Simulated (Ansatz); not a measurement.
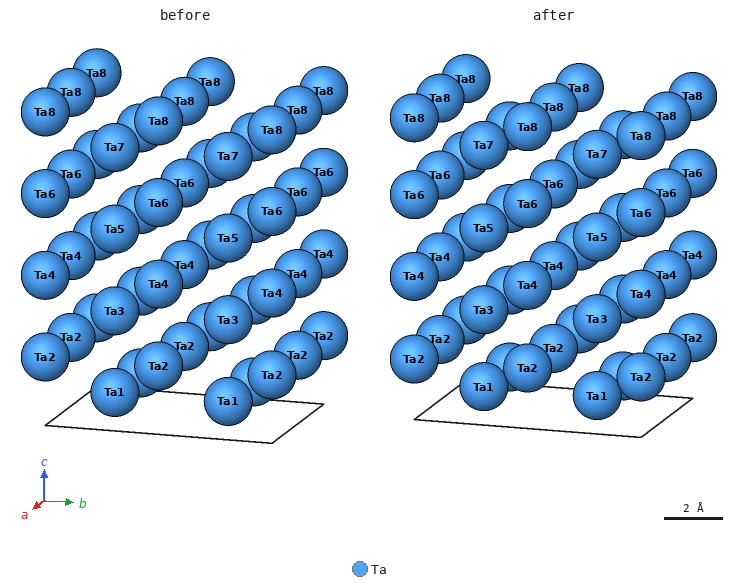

Left: a (1 1 0) slab of Ta as cut from the relaxed bulk. Right: the same structure after one change, at the same scale. Style: spheres-only. Shown: the 2 × 2 repeat of the cell, outlined in the plane, without the vacuum, slightly off an axis.

Computed with Ansatz, DFT PBEsol, scalar-relativistic, plane waves, PAW. Set-up: plane-wave cutoff 420 eV; occupations gaussian; smearing width 0.1 eV; no spin polarisation. The k-mesh is chosen for each cell (12×8×23, 12×8×1).

The atoms of the slab are relaxed at the bulk's in-plane cell.

### What does the change do?

The surface energy (mean of the two faces) falls from 2.93 to 2.66 J/m². The top spacing, between the Ta and Ta planes, goes from 1.48 to 1.19 Å (−19.4 %), the bottom one (Ta to Ta) from 1.48 to 1.19 Å (−19.4 %). The lattice vectors keep their values. The largest moves relative to the layer's centre, 0.21 Å, are those of Ta1 and Ta8. Ta1 goes along the normal (+c). Near-neighbour distances before and after: Ta–Ta 2.953 → 2.780 to 3.011 Å.
